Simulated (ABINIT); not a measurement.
**Phonons q calculation, with input and output: Mg (part 1 of 3)**

- system: Mg (P6₃/mmc, 4 atoms in the cell)
- method: Kohn-Sham DFT of a periodic cell, LDA, HGH LDA, no spin polarisation (ABINIT 10.8.3)

The structure derives from a Materials Project entry.

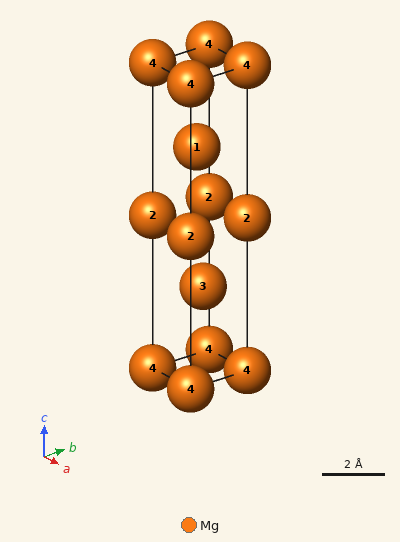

The input geometry (spheres-only view of the cell of the calculation, seen slightly off an axis; atoms are numbered from 1 in the order of the input). An atom can appear more than once, as a periodic image.

The input
```
ndtset 2

pp_dirpath "./"
pseudos "Mg.hgh"

acell 3*1.0 Angstrom
rprim
     3.1089479800     0.0000000000     0.0000000000
    -1.5544739900     2.6924279300     0.0000000000
     0.0000000000     0.0000000000    10.2338379500
ntypat 1
znucl 12
natom 4
typat 1 1 1 1
chkprim 0
chksymtnons 0
tolsym 1.0e-6
xred
            2/3            1/3            3/4
            0.0            0.0            1/2
            1/3            2/3            1/4
            0.0            0.0            0.0

ecut 15.0
ecutsm 0.5

ngkpt 12 12 4
nshiftk 1
shiftk 0.0 0.0 0.0

ixc 7

nband 12
occopt 3
tsmear 0.00499791

nstep 80

prteig 0
prtebands 0
prtwf 0
prtden 0
prtpot 0

kptopt1 1
tolvrs1 1.0e-15
prtwf1 1
tolwfr1 1.0e-14
nbdbuf1 4
nline1 6

rfphon2 1
rfatpol2 1 4
rfdir2 1 1 1
getwfk2 1
kptopt2 3
nqpt2 1
qpt2 1/2 0.0 1/2
tolvrs2 1.0e-9
```

Run on 1 thread of Arm Neoverse V1, 112 GiB of memory available, shared host.

Command:
```bash
abinit run.abi > log 2>&1
```

Output
```
.Version 10.8.3 of ABINIT
 DATASET    1 : space group P6_3/m m c (#194); Bravais hP (primitive hexag.)
================================================================================
 Values of the parameters that define the memory need for DATASET  1.
     intxc =       0    ionmov =       0      iscf =       7    lmnmax =       3
     lnmax =       3     mgfft =      72  mpssoang =       2    mqgrid =    3372
     natom =       4  nloc_mem =       1    nspden =       1   nspinor =       1
    nsppol =       1      nsym =      24    n1xccc =       0    ntypat =       1
    occopt =       3   xclevel =       1
       mpw =        1624          nfft =       41472          nkpt =          57
================================================================================
================================================================================

 DATASET    2 : space group P6_3/m m c (#194); Bravais hP (primitive hexag.)
================================================================================
 Values of the parameters that define the memory need for DATASET  2 (RF).
     intxc =       0      iscf =       7    lmnmax =       3     lnmax =       3
     mgfft =      72  mpssoang =       2    mqgrid =    3372     natom =       4
  nloc_mem =       1    nspden =       1   nspinor =       1    nsppol =       1
      nsym =      24    n1xccc =       0    ntypat =       1    occopt =       3
   xclevel =       1
      nfft =       41472          nkpt =         576
================================================================================
================================================================================

--------------------------------------------------------------------------------
------------- Echo of variables that govern the present computation ------------
--------------------------------------------------------------------------------
 -outvars: echo values of preprocessed input variables --------
            acell      1.8897261259E+00  1.8897261259E+00  1.8897261259E+00 Bohr
              amu      2.43050000E+01
          chkprim           0
      chksymtnons           0
             ecut      1.50000000E+01 Hartree
           ecutsm      5.00000000E-01 Hartree
           getwfk1          0
           getwfk2          1
                       outvar_i_n : Printing only first  50 k-points.
              ixc           7
           jdtset        1    2
                       outvar_i_n : Printing only first  50 k-points.
           kptopt1          1
           kptopt2          3
         kptrlatt       12    0    0      0   12    0      0    0    4
          kptrlen      7.05007227E+01
            natom           4
            nband1         12
            nband2         12
           nbdbuf1          4
           nbdbuf2          2
           ndtset           2
            ngfft          24      24      72
             nkpt1         57
             nkpt2        576
            nline1          6
            nline2          4
             nqpt1          0
             nqpt2          1
            nstep          80
             nsym          24
           ntypat           1
                       prtocc : prtvol=0, do not print more k-points.
                       prtocc : prtvol=0, do not print more k-points.
           occopt           3
        optdriver1          0
        optdriver2          1
           prtden           0
        prtebands           0
           prteig           0
            prtwf1          1
            prtwf2          0
              qpt1     0.00000000E+00  0.00000000E+00  0.00000000E+00
              qpt2     5.00000000E-01  0.00000000E+00  5.00000000E-01
           rfphon1          0
           rfphon2          1
            rprim      3.1089479800E+00  0.0000000000E+00  0.0000000000E+00
                      -1.5544739900E+00  2.6924279300E+00  0.0000000000E+00
                       0.0000000000E+00  0.0000000000E+00  1.0233837950E+01
          spgroup         194
           tolsym      1.00000000E-06
           tolvrs1     1.00000000E-15
           tolvrs2     1.00000000E-09
           tolwfr1     1.00000000E-14
           tolwfr2     0.00000000E+00
           tsmear      4.99791000E-03 Hartree
            typat      1  1  1  1
                       outvars : Printing only first  50 k-points.
           xangst      1.5544739900E+00  8.9747597667E-01  7.6753784625E+00
                       0.0000000000E+00  0.0000000000E+00  5.1169189750E+00
                       4.8935139840E-18  1.7949519533E+00  2.5584594875E+00
                       0.0000000000E+00  0.0000000000E+00  0.0000000000E+00
            xcart      2.9375301109E+00  1.6959838005E+00  1.4504363207E+01
                       0.0000000000E+00  0.0000000000E+00  9.6695754712E+00
                       9.2474012230E-18  3.3919676010E+00  4.8347877356E+00
                       0.0000000000E+00  0.0000000000E+00  0.0000000000E+00
             xred      6.6666666667E-01  3.3333333333E-01  7.5000000000E-01
                       0.0000000000E+00  0.0000000000E+00  5.0000000000E-01
                       3.3333333333E-01  6.6666666667E-01  2.5000000000E-01
                       0.0000000000E+00  0.0000000000E+00  0.0000000000E+00
            znucl       12.00000

================================================================================

 chkinp: Checking input parameters for consistency, jdtset=   1.

 chkinp: Checking input parameters for consistency, jdtset=   2.

================================================================================
== DATASET  1 ==================================================================

--- !DatasetInfo
iteration_state: {dtset: 1, }
dimensions: {natom: 4, nkpt: 57, mband: 12, nsppol: 1, nspinor: 1, nspden: 1, mpw: 1624, }
cutoff_energies: {ecut:  15.0, pawecutdg:  -1.0, }
electrons: {nelect:   8.00000000E+00, charge:   0.00000000E+00, occopt:   3.00000000E+00, tsmear:   4.99791000E-03, }
meta: {optdriver: 0, ionmov: 0, optcell: 0, iscf: 7, paral_kgb: 0, }
...

 Exchange-correlation functional for the present dataset will be:
  LDA: Perdew-Wang 92 LSD fit to Ceperley-Alder data - ixc=7
  J.P.Perdew and Y.Wang, PRB 45, 13244 (1992)

 Real(R)+Recip(G) space primitive vectors, cartesian coordinates (Bohr,Bohr^-1):
 R(1)=  5.8750602  0.0000000  0.0000000  G(1)=  0.1702110  0.0982714  0.0000000
 R(2)= -2.9375301  5.0879514  0.0000000  G(2)=  0.0000000  0.1965428  0.0000000
 R(3)=  0.0000000  0.0000000 19.3391509  G(3)=  0.0000000  0.0000000  0.0517086
 Unit cell volume ucvol=  5.7808630E+02 bohr^3
 Angles (23,13,12)=  9.00000000E+01  9.00000000E+01  1.20000000E+02 degrees

 getcut: wavevector=  0.0000  0.0000  0.0000  ngfft=  24  24  72
         ecut(hartree)=     15.000   => boxcut(ratio)=   2.13543

--- Pseudopotential description ------------------------------------------------
- pspini: atom type   1  psp file is ./Mg.hgh
  12.00000   2.00000     10605                znucl, zion, pspdat
    3    1    1    0      2001   0.00000      pspcod,pspxc,lmax,lloc,mmax,r2well

 pspatm : COMMENT -
  the projectors are not normalized,
  so that the KB energies are not consistent with
  definition in PRB44, 8503 (1991).
  However, this does not influence the results obtained hereafter.

  -2.28919212E+02                                ecore*ucvol(ha*bohr**3)
--------------------------------------------------------------------------------

================================================================================

--- !BeginCycle
iteration_state: {dtset: 1, }
solver: {iscf: 7, nstep: 80, nline: 6, wfoptalg: 0, }
tolerances: {tolwfr: 1.00E-14, tolvrs: 1.00E-15, }
...

     iter   Etot(hartree)      deltaE(h)  residm     vres2
 ETOT  1  -3.5921723360392    -3.592E+00 3.025E-03 7.158E+00
 ETOT  2  -3.5955219260350    -3.350E-03 6.964E-07 2.590E-01
 ETOT  3  -3.5955284847880    -6.559E-06 4.991E-08 4.001E-03
 ETOT  4  -3.5955289153639    -4.306E-07 3.579E-09 5.879E-05
 ETOT  5  -3.5955289243125    -8.949E-09 6.889E-11 6.683E-07
 ETOT  6  -3.5955289244469    -1.344E-10 1.532E-12 1.133E-08
 ETOT  7  -3.5955289244495    -2.599E-12 5.435E-14 6.554E-11
 ETOT  8  -3.5955289244495    -2.442E-14 9.810E-15 4.749E-13
 ETOT  9  -3.5955289244495     1.954E-14 9.900E-15 2.094E-14
 ETOT 10  -3.5955289244495     3.286E-14 9.905E-15 6.995E-16

 At SCF step   10  max residual=  9.91E-15 < tolwfr=  1.00E-14 AND vres2   =  7.00E-16 < tolvrs=  1.00E-15 =>converged.

 Cartesian components of stress tensor (hartree/bohr^3)
  sigma(1 1)= -1.55872731E-05  sigma(3 2)=  0.00000000E+00
  sigma(2 2)= -1.55872729E-05  sigma(3 1)=  0.00000000E+00
  sigma(3 3)=  1.97797633E-05  sigma(2 1)=  0.00000000E+00

--- !ResultsGS
iteration_state: {dtset: 1, }
comment   : Summary of ground state results
lattice_vectors:
- [  5.8750602,   0.0000000,   0.0000000, ]
- [ -2.9375301,   5.0879514,   0.0000000, ]
- [  0.0000000,   0.0000000,  19.3391509, ]
lattice_lengths: [   5.87506,    5.87506,   19.33915, ]
lattice_angles: [ 90.000,  90.000, 120.000, ] # degrees, (23, 13, 12)
lattice_volume:   5.7808630E+02
convergence: {deltae:  3.286E-14, res2:  6.995E-16, residm:  9.905E-15, diffor: null, }
etotal    :  -3.59552892E+00
entropy   :   0.00000000E+00
fermie    :   1.90127607E-01
cartesian_stress_tensor: # hartree/bohr^3
- [ -1.55872731E-05,   0.00000000E+00,   0.00000000E+00, ]
- [  0.00000000E+00,  -1.55872729E-05,   0.00000000E+00, ]
- [  0.00000000E+00,   0.00000000E+00,   1.97797633E-05, ]
pressure_GPa:   1.1175E-01
xred      :
- [  6.6667E-01,   3.3333E-01,   7.5000E-01, Mg]
- [  0.0000E+00,   0.0000E+00,   5.0000E-01, Mg]
- [  3.3333E-01,   6.6667E-01,   2.5000E-01, Mg]
- [  0.0000E+00,   0.0000E+00,   0.0000E+00, Mg]
cartesian_forces: # hartree/bohr
- [ -5.72897366E-30,  -3.30762449E-30,  -0.00000000E+00, ]
- [  5.72897366E-30,   3.30762449E-30,  -0.00000000E+00, ]
- [ -5.72897366E-30,  -3.30762449E-30,  -0.00000000E+00, ]
- [  5.72897366E-30,   3.30762449E-30,  -0.00000000E+00, ]
force_length_stats: {min:   6.61524897E-30, max:   6.61524897E-30, mean:   6.61524897E-30, }
...

 Integrated electronic density in atomic spheres:
 ------------------------------------------------
 Atom  Sphere_radius  Integrated_density
    1        2.00000          0.35839016
    2        2.00000          0.35740922
    3        2.00000          0.35839016
    4        2.00000          0.35740922
================================================================================

 ----iterations are completed or convergence reached----

 Mean square residual over all n,k,spin=   18.668E-16; max=  99.054E-16
 reduced coordinates (array xred) for    4 atoms
       0.666666666667      0.333333333333      0.750000000000
       0.000000000000      0.000000000000      0.500000000000
       0.333333333333      0.666666666667      0.250000000000
       0.000000000000      0.000000000000      0.000000000000
 rms dE/dt=  2.7482E-29; max dE/dt=  6.7316E-29; dE/dt below (all hartree)
    1       0.000000000000      0.000000000000      0.000000000000
    2       0.000000000000      0.000000000000      0.000000000000
    3       0.000000000000      0.000000000000      0.000000000000
    4       0.000000000000      0.000000000000      0.000000000000

 cartesian coordinates (angstrom) at end:
    1      1.55447399000000     0.89747597666667     7.67537846250000
    2      0.00000000000000     0.00000000000000     5.11691897500000
    3      0.00000000000000     1.79495195333333     2.55845948750000
    4      0.00000000000000     0.00000000000000     0.00000000000000

 cartesian forces (hartree/bohr) at end:
    1     -0.00000000000000    -0.00000000000000    -0.00000000000000
    2      0.00000000000000     0.00000000000000    -0.00000000000000
    3     -0.00000000000000    -0.00000000000000    -0.00000000000000
    4      0.00000000000000     0.00000000000000    -0.00000000000000
 frms,max,avg= 3.8193158E-30 5.7289737E-30   0.000E+00  0.000E+00  0.000E+00 h/b

 cartesian forces (eV/Angstrom) at end:
    1     -0.00000000000000    -0.00000000000000    -0.00000000000000
    2      0.00000000000000     0.00000000000000    -0.00000000000000
    3     -0.00000000000000    -0.00000000000000    -0.00000000000000
    4      0.00000000000000     0.00000000000000    -0.00000000000000
 frms,max,avg= 1.9639711E-28 2.9459567E-28   0.000E+00  0.000E+00  0.000E+00 e/A
 length scales=  1.889726125908  1.889726125908  1.889726125908 bohr
              =  1.000000000000  1.000000000000  1.000000000000 angstroms
 Fermi (or HOMO) energy (hartree) =   0.19013   Average Vxc (hartree)=  -0.28038
 Eigenvalues (hartree) for nkpt=  57  k points:
 kpt#   1, nband= 12, wtk=  0.00174, kpt=  0.0000  0.0000  0.0000 (reduced coord)
  -0.07500   -0.02249   -0.02247    0.12302    0.13965    0.37573    0.37601    0.61647
   0.61647    0.61808    0.61808    0.64666
      occupation numbers for kpt#   1
   2.00000    2.00000    2.00000    2.00000    1.99992    0.00000    0.00000    0.00000
   0.00000    0.00000    0.00000    0.00000
 prteigrs : prtvol=0 or 1, do not print more k-points.

--- !EnergyTerms
iteration_state     : {dtset: 1, }
comment             : Components of total free energy in Hartree
kinetic             :  1.51980465249524E+00
hartree             :  1.09009782168064E-02
xc                  : -1.75208639629522E+00
Ewald energy        : -4.40291668516504E+00
psp_core            : -3.95994872866645E-01
local_psp           :  7.13603727057831E-01
non_local_psp       :  7.15029030989891E-01
internal            : -3.59165956556713E+00
'-kT*entropy'       : -3.86935888235849E-03
total_energy        : -3.59552892444949E+00
total_energy_eV     : -9.78393263217918E+01
band_energy         :  6.89651691868747E-01
...

 Cartesian components of stress tensor (hartree/bohr^3)
  sigma(1 1)= -1.55872731E-05  sigma(3 2)=  0.00000000E+00
  sigma(2 2)= -1.55872729E-05  sigma(3 1)=  0.00000000E+00
  sigma(3 3)=  1.97797633E-05  sigma(2 1)=  0.00000000E+00

-Cartesian components of stress tensor (GPa)         [Pressure=  1.1175E-01 GPa]
- sigma(1 1)= -4.58593407E-01  sigma(3 2)=  0.00000000E+00
- sigma(2 2)= -4.58593403E-01  sigma(3 1)=  0.00000000E+00
- sigma(3 3)=  5.81940727E-01  sigma(2 1)=  0.00000000E+00

================================================================================
== DATASET  2 ==================================================================

--- !DatasetInfo
iteration_state: {dtset: 2, }
dimensions: {natom: 4, nkpt: 576, mband: 12, nsppol: 1, nspinor: 1, nspden: 1, mpw: 1624, }
cutoff_energies: {ecut:  15.0, pawecutdg:  -1.0, }
electrons: {nelect:   8.00000000E+00, charge:   0.00000000E+00, occopt:   3.00000000E+00, tsmear:   4.99791000E-03, }
meta: {optdriver: 1, rfphon: 1, }
...

 mkfilename : getwfk/=0, take file _WFK from output of DATASET   1.

 Exchange-correlation functional for the present dataset will be:
  LDA: Perdew-Wang 92 LSD fit to Ceperley-Alder data - ixc=7
  J.P.Perdew and Y.Wang, PRB 45, 13244 (1992)

 Real(R)+Recip(G) space primitive vectors, cartesian coordinates (Bohr,Bohr^-1):
 R(1)=  5.8750602  0.0000000  0.0000000  G(1)=  0.1702110  0.0982714  0.0000000
 R(2)= -2.9375301  5.0879514  0.0000000  G(2)=  0.0000000  0.1965428  0.0000000
 R(3)=  0.0000000  0.0000000 19.3391509  G(3)=  0.0000000  0.0000000  0.0517086
 Unit cell volume ucvol=  5.7808630E+02 bohr^3
 Angles (23,13,12)=  9.00000000E+01  9.00000000E+01  1.20000000E+02 degrees
 setup1 : take into account q-point for computing boxcut.

 getcut: wavevector=  0.5000  0.0000  0.5000  ngfft=  24  24  72
         ecut(hartree)=     15.000   => boxcut(ratio)=   2.10878
--------------------------------------------------------------------------------

 ==>  initialize data related to q vector <==

 The list of irreducible perturbations for this q vector is:
    1)    idir= 1    ipert=   1
    2)    idir= 2    ipert=   1
    3)    idir= 3    ipert=   1
    4)    idir= 1    ipert=   2
    5)    idir= 2    ipert=   2
    6)    idir= 3    ipert=   2

================================================================================

 The perturbation idir=   1  ipert=   3 is
 symmetric of a previously calculated perturbation.
 So, its SCF calculation is not needed.

 The perturbation idir=   2  ipert=   3 is
 symmetric of a previously calculated perturbation.
 So, its SCF calculation is not needed.

 The perturbation idir=   3  ipert=   3 is
 symmetric of a previously calculated perturbation.
 So, its SCF calculation is not needed.

 The perturbation idir=   1  ipert=   4 is
 symmetric of a previously calculated perturbation.
 So, its SCF calculation is not needed.

 The perturbation idir=   2  ipert=   4 is
 symmetric of a previously calculated perturbation.
 So, its SCF calculation is not needed.
```
